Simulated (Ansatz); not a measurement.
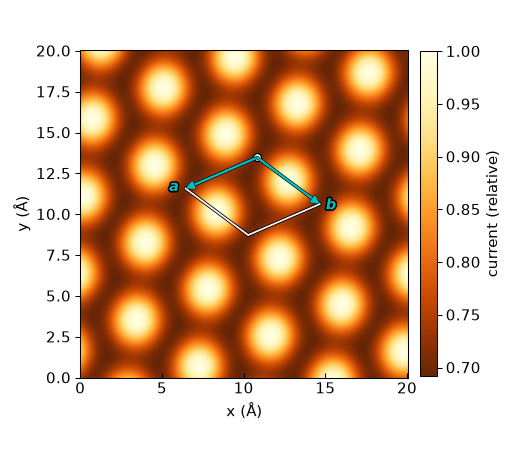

Constant-height image 5.0 Å above the topmost atom of TaSi2(001) (P6_222 bulk, 5 atomic planes (those closer than 0.6 Å count as one), 9 Å, TaSi2-terminated), sample bias +0.50 V. The white outline is the surface cell of the coordinates below, with its origin (dot) on a lattice point and its vectors a and b marked.

The STM signal is simulated in the Tersoff–Hamann approximation. Bias windows are sharp sums over the levels of the k mesh.

Theory: DFT PBE, scalar-relativistic, plane waves, PAW (Ansatz 0.2.0). Cutoff 420 eV, 15 × 15 k-points, Gaussian smearing 0.1 eV, dipole correction. The slab is a cut without reconstruction beyond its cell, at the source's lattice constants, with its lower half held fixed and the rest relaxed. No spin polarisation; a magnetic state wasn't tried and may lie lower. Spin–orbit coupling is left out; with Ta it can shift levels and gaps. The run couldn't confirm all of its levels under its output density. The run warns that the functional's potential is rough in the thin density of the vacuum, where the tip is; weak contrasts and barriers may feel it.

```xyz
15
Lattice="4.7800 0.0000 0.0000 -2.3900 4.1396 0.0000 0.0000 0.0000 28.7520" Properties=species:S:1:pos:R:3 pbc="T T T"
Ta    1.1950    2.0698   10.0000
Si   -1.1951    3.4497   10.0000
Si    3.5851    0.6899   10.0000
Ta   -1.1950    2.0698   12.1880
Si    1.1951    3.4497   12.1880
Si    1.1949    0.6899   12.1880
Ta    2.3900    0.0000   14.4115
Si    2.3978    2.8210   14.4000
Si   -0.0078    1.3186   14.4000
Ta    1.1950    2.0698   16.5951
Si   -1.2600    3.4861   16.6384
Si    3.6500    0.6535   16.6384
Ta   -1.1950    2.0698   18.7480
Si    1.1556    3.4045   18.9210
Si    1.2344    0.7351   18.9210
```

> Which atoms or sites appear bright, which dark, and how strong is the contrast?

The brightest spots lie over the top Ta atoms; the darkest points are over the top Si atoms and the sites above the Ta atoms 2.3 Å below the top plane. The brightest point carries 1.4 times the current of the darkest.
